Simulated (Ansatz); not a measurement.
```yaml
crystal:
  lattice:
    - [2.94580, -2.62271, -2.91616]
    - [-3.26505, -3.02215, 2.99635]
    - [-3.39980, 2.70290, -3.45036]
  atoms:
    - { symbol: Mo, position: [0.49708, 0.50264, 0.50245] }
    - { symbol: Mo, position: [0.50776, 0.51617, 0.01005] }
    - { symbol: Mo, position: [0.99669, 0.48839, 0.48881] }
    - { symbol: Mo, position: [0.98831, 0.48870, 0.00242] }
    - { symbol: Mo, position: [0.00019, 0.00646, 0.99297] }
    - { symbol: Mo, position: [0.99327, 0.98720, 0.48510] }
    - { symbol: Mo, position: [0.51401, 0.01066, 0.01506] }
    - { symbol: Mo, position: [0.50270, 0.99979, 0.50313] }
```

Space group P1; changed on purpose from its base cell (all atoms moved at random, sigma 0.05 A a component, cell strained at random, sigma 0.06); not relaxed (largest force 2.0 eV/Å); computed pressure about 27 GPa in this cell; computed without spin polarisation.

All numbers below come from Ansatz 0.2.0, DFT PBE, scalar-relativistic, plane waves, PAW.

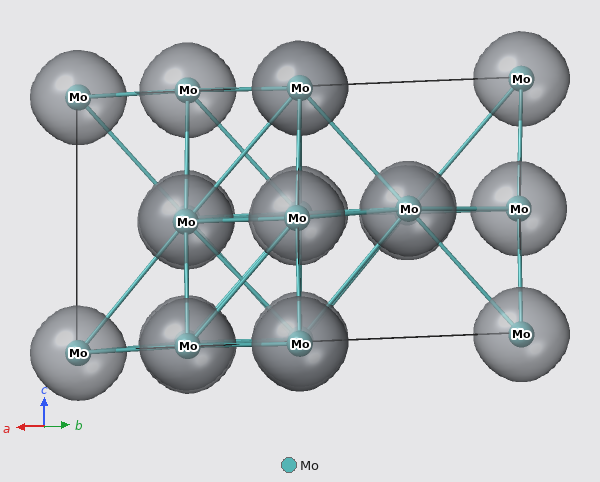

Mo. Isosurface of the valence pseudo-density at 1 e/Å³ (grey), seen along [110]. Sticks mark near contacts.

Question: How is the density connected at this value?

Answer: At this value the density breaks into separate islands; it holds about 65 % of the electrons treated as valence (semicore included). It bridges none of the near contacts. It is pinched off along the sampled Mo–Mo (2.41 Å), Mo–Mo (2.45 Å), Mo–Mo (2.50 Å) and Mo–Mo (2.60 Å) contacts. On the grid the lowest density along these lines, outside the cores, is 0.67 e/Å³ (Mo–Mo, 2.41 Å), 0.62 e/Å³ (Mo–Mo, 2.45 Å), 0.55 e/Å³ (Mo–Mo, 2.50 Å) and 0.47 e/Å³ (Mo–Mo, 2.60 Å).
